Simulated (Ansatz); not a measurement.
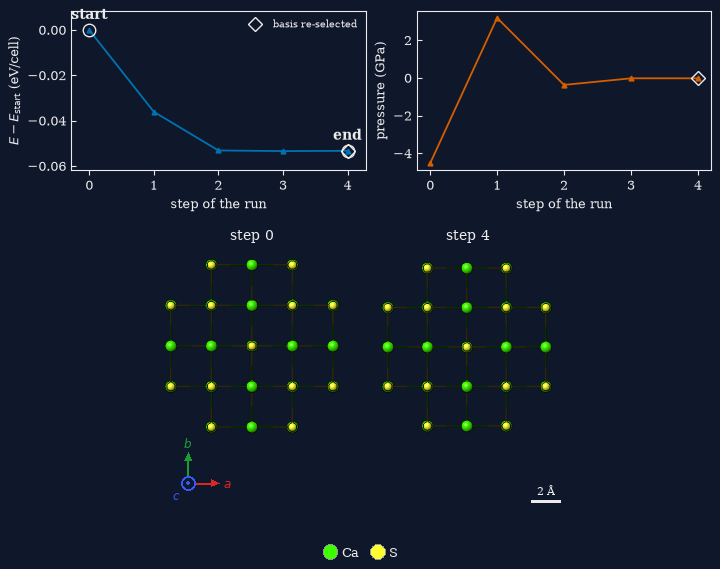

First and last geometry of a relaxation of solid CaS (set up in Fm-3m), with the history of the run. A ball-and-stick model of the conventional cell (4 times the calculation's cell), seen along the c axis. Lengths and directions refer to the drawn axes.

Case: relaxed again under DFT LDA, scalar-relativistic, plane waves, PAW.

The calculation used Ansatz, DFT LDA, scalar-relativistic, plane waves, PAW.

The input:
```yaml
crystal:
  lattice:
    - [0.0, 2.8560320322, 2.8560320322]
    - [2.8560320322, 0.0, 2.8560320322]
    - [2.8560320322, 2.8560320322, 0.0]
  atoms:
    - { symbol: Ca, position: [0.0, 0.0, 0.0] }
    - { symbol: S, position: [0.5, 0.5, 0.5] }
basis:
  ecutwfc: 420
kpoints:
  mp_grid: { grid: [8, 8, 8] }
hamiltonian:
  xc: lda
scf:
  occupations: { method: gaussian, width: 0.02 }
output:
  forces: true
  stress: true
  eigenvalues: true
relax:
  adjacent_minimum: "off"
  f_tol: 0.005
  max_steps: 50
  cell: { stress_tol: 0.05 }
```

Command:
```bash
ansatz run input.yaml --threads 1 --pin off --max-ram 2560MiB --backend cpu --events-out ev --progress --plain --runs-dir out
```

### What do the curves and the structures tell?

It converged. Over 3 accepted moves (4 points after the start) the energy falls by 53.3 meV per cell of the calculation. All forces vanish by symmetry, so only the cell relaxes. Pressure: −4.52 GPa at the start and −0.02 GPa at the end. The SCF was repeated once at an unchanged geometry on a basis and grid sized afresh for the cell, which shifted the energy by 0.1 meV per cell of the calculation at most. The atoms keep their places relative to the cell (all moves are under 0.005 Å). The drawn cell changes as follows: a = b = c 5.712 → 5.565 Å (−2.6 %); the volume changes by −7.6 %. Some distances before and after: Ca1–S2 2.856 → 2.782 Å. The space group stays Fm-3m (No. 225). Cost: 4.4 s on 1 thread of Arm Neoverse V2, with other jobs on the host, peak memory 0.28 GiB.

| step | E − E(0), meV/atom | pressure, GPa | volume, Å³/atom | note |
| --- | --- | --- | --- | --- |
| 0 | 0.00 | -4.52 | 23.296 |  |
| 1 | -18.03 | 3.19 | 20.624 |  |
| 2 | -26.56 | -0.37 | 21.651 |  |
| 3 | -26.70 | -0.02 | 21.537 |  |
| 4 | -26.64 | -0.02 | 21.537 | same geometry, new basis |
